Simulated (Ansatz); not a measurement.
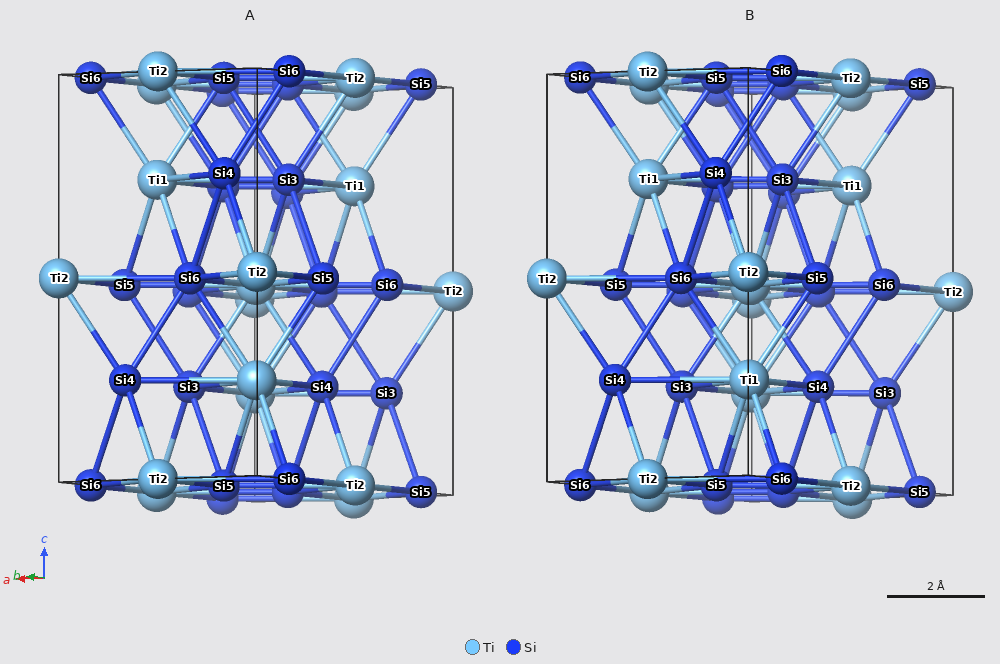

Two geometries of solid TiSi$_{2}$ (set up in Fddd): one is the relaxed structure, the other was perturbed away from it. A ball-and-stick model of the conventional cell (4 times the calculation's cell), seen from a free direction. Lengths and directions refer to the drawn axes.

The calculation used DFT PBEsol, scalar-relativistic, plane waves, PAW in Ansatz. (plane-wave cutoff 420 eV; k-point mesh 10 × 10 × 10; occupations gaussian; smearing width 0.1 eV; no spin polarisation)

### Which is the distorted one, and what does the distortion cost?

Structure B is the perturbed one. Strain along c alone, +3.0 %, is applied. The other axes are held and the atoms relaxed. Energy change: +11.4 meV per atom. Pressure: 0.0 GPa before, −3.6 GPa after. The principal stresses (compression positive) are −1.0 GPa along c, −1.3 GPa along [3 −1 0], −8.6 GPa along [1 1 0]. The drawn cell changes as follows: a 4.762 → 4.798 Å (+0.8 %), b 8.182 → 8.366 Å (+2.2 %), c unchanged at 8.496 Å, γ 90.0° → 88.5°; the volume changes by +3.0 %. The largest moves relative to the cell, 0.011 Å, are those of Ti1 and Ti2. Ti1 goes along +c. Largest moves by element: Ti 0.011 Å, Si 0.002 Å. Some distances before and after: Si–Ti 2.751 → 2.813 Å, Si–Ti 2.732 → 2.734 to 2.791 Å, Si–Si 2.516 → 2.518 to 2.531 Å, Si–Ti 2.535 → 2.542 Å. The space group (tolerance 0.01 Å) goes from Fddd (No. 70) to C2/c (No. 15).
